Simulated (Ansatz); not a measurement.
This input was run:

```
crystal:
  lattice:
    - [2.1071215123, 1.2165471723, 1.9192242354]
    - [-2.1071215123, 1.2165471723, 1.9192242354]
    - [0.0, -2.4330943447, 1.9192242354]
  atoms:
    - { symbol: Hg, position: [0.0, 0.0, 0.0] }
basis:
  ecutwfc: 420
kpoints:
  mp_grid: { grid: [12, 12, 12] }
  band_path:
    path:
      - [[0.0, 0.0, 0.0], [0.5, 0.5, 0.5], [0.5654688, 0.4345312, 0.5]]
      - [[0.5, -0.4345312, 0.4345312], [0.5, 0.0, 0.0], [0.0, 0.0, 0.0], [0.4672656, -0.4672656, 0.0]]
      - [[0.5327344, 0.0, 0.4672656], [0.5, 0.0, 0.5], [0.0, 0.0, 0.0]]
    npoints: 14
hamiltonian:
  xc: pbe
scf:
  occupations: { method: gaussian, width: 0.1 }
  n_extra_bands: 6
output:
  forces: true
  stress: true
  eigenvalues: true
  populations: true
  dos: { projected: true, de: 0.02, nscf_kmesh: { grid: [18, 18, 18] } }
  bader: true
  write_density: true
  write_potential: true
  elf: true
  volumetric_format: npy
```

Launched with:
```bash
ansatz run input.yaml --threads 1 --pin off --max-ram 2560MiB --backend cpu --events-out ev --progress --plain --runs-dir out
```

What does the calculation give for the electronic structure? The path is Γ–T–H2|H0–L–Γ–S0|S2–F–Γ.

A metal: 2 bands cross the Fermi level along this path. Bands cross the Fermi level on Γ–T, H0–L, L–Γ, S2–F and F–Γ, and not on T–H2 and Γ–S0. The density of states at the Fermi level is about 0.3 per eV and cell (mean within 0.25 eV). The tallest peak in the window is at −6.3 eV; by projected weight it is Hg 5d almost alone.

Spin-orbit coupling is left out, which matters for Hg.

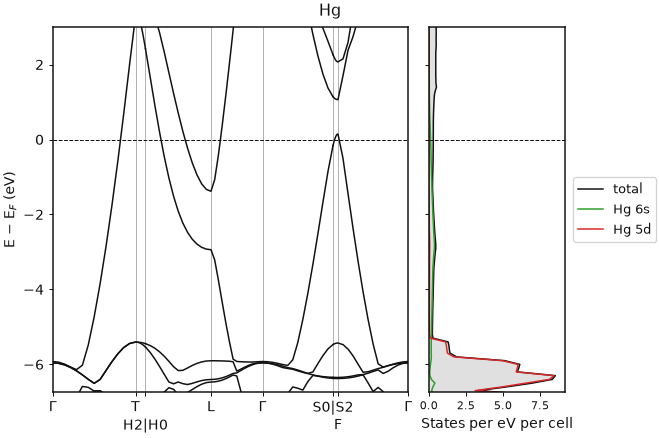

Band structure and density of states. Energies are counted from the Fermi level. The partial curves are projected on Löwdin-orthogonalised atomic shells; they sum to less than the total at higher energies, where shells without a projector contribute.
